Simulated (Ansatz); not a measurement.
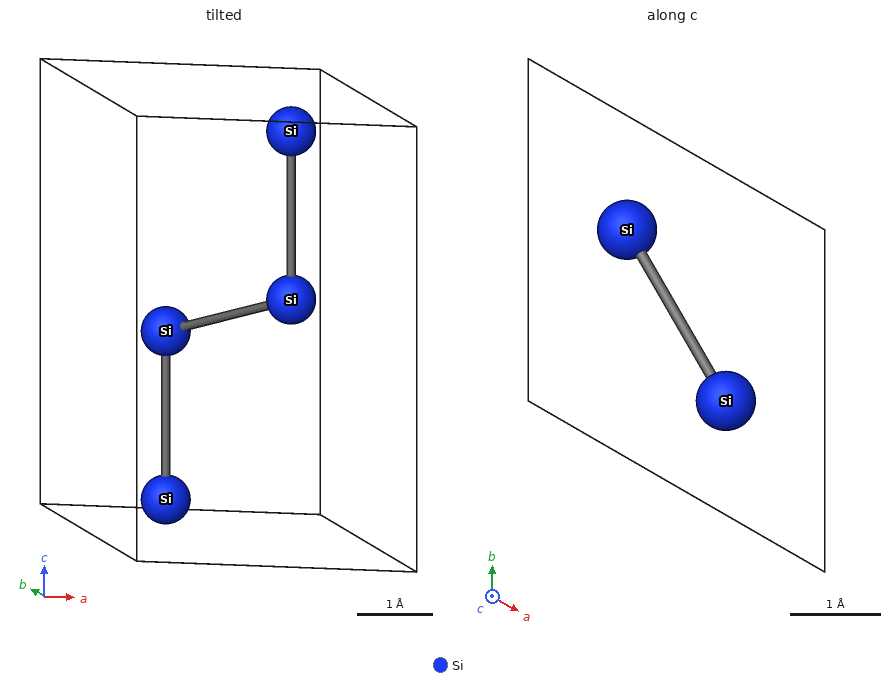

Drawn in the ball-and-stick manner and seen slightly off an axis and along the c axis. The parallelepiped is the conventional unit cell.

Si, hexagonal diamond (lonsdaleite type), space group P6_3/mmc (No. 194), a = 3.832 Å, b = 3.832 Å, c = 6.144 Å, α = 90.00°, β = 90.00°, γ = 120.00°. Starting structure: a structure listed in the Materials Project. The cell was then strained or its atoms displaced on purpose. It was run through Ansatz as a DFT input.

This one geometry was computed with Ansatz (DFT, plane waves, PAW) at three levels of theory: HSE06, PBE and r2SCAN. It was relaxed with r2SCAN and then strained.

Question: How does the band gap change with the level of theory?

Answer: PBE: a gap of 0.25 eV, indirect; r2SCAN: a gap of 0.43 eV, indirect; HSE06: a gap of 0.79 eV, indirect.

Question: Collect the results in a table.

Answer:
| level | cutoff (eV) | k-mesh of the run's cell | gap (eV) | pressure (GPa) |
| --- | --- | --- | --- | --- |
| HSE06 | 420 | 6×6×4 | 0.79 | 3.2 |
| PBE | 420 | 12×12×4 | 0.25 | 4.5 |
| r2SCAN | 500 | 12×12×4 | 0.43 | 3.4 |

Gaps are taken on the k-mesh or band path of each run.
